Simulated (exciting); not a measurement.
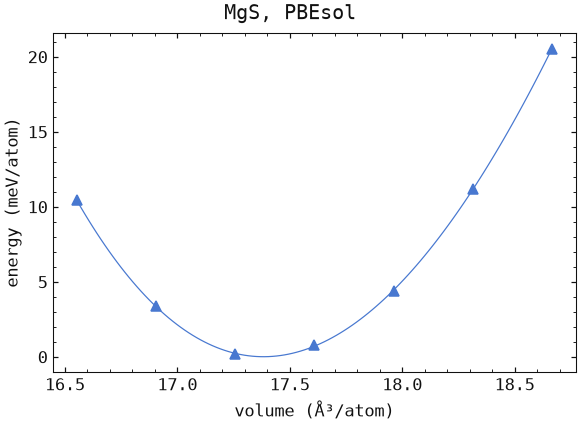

Plotted: energy against volume for MgS, space group Fm-3m (No. 225).

The given structure:
```cif
data_structure
_symmetry_space_group_name_H-M 'P 1'
_symmetry_Int_Tables_number 1
_cell_length_a 3.6793
_cell_length_b 3.6793
_cell_length_c 3.6793
_cell_angle_alpha 60.000
_cell_angle_beta 60.000
_cell_angle_gamma 60.000
_cell_volume 35.22
loop_
_atom_site_label
_atom_site_type_symbol
_atom_site_fract_x
_atom_site_fract_y
_atom_site_fract_z
_atom_site_occupancy
S1 S 0.50000 0.50000 0.50000 1
Mg1 Mg 0.00000 0.00000 0.00000 1
```

Method: all-electron LAPW DFT, no spin polarisation; energies at scaled volumes of the given cell, shape and fractions fixed, counted from the fit's minimum, third-order Birch-Murnaghan fit (exciting sodium). Level: PBEsol.

```json
{"setting": "k mesh", "value": "9×9×9"}
{"setting": "occupations", "value": "Fermi–Dirac"}
{"setting": "smearing width", "value": "0.05 eV"}
{"setting": "potentials", "value": "all electron LAPW+lo, shipped species files"}
{"setting": "program settings", "value": "rgkmax 7.5"}
```

This calculation gives: equilibrium volume 17.38 Å³/atom and bulk modulus 77.9 GPa.

Now Mg is replaced by Zr on all its sites, which gives ZrS in the same structure. What happens?

The equilibrium volume falls from 17.38 to 17.24 Å³/atom (−0.8 %) and the bulk modulus rises from 77.9 to 148.0 GPa (+90 %).

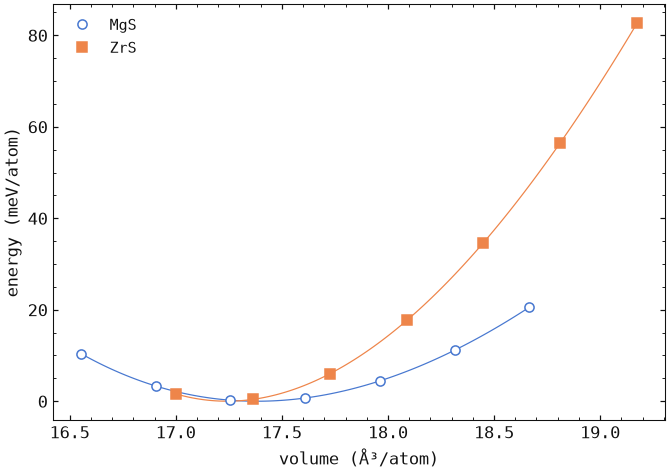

The two results together.

V0 and the bulk modulus come from third-order Birch–Murnaghan fits.
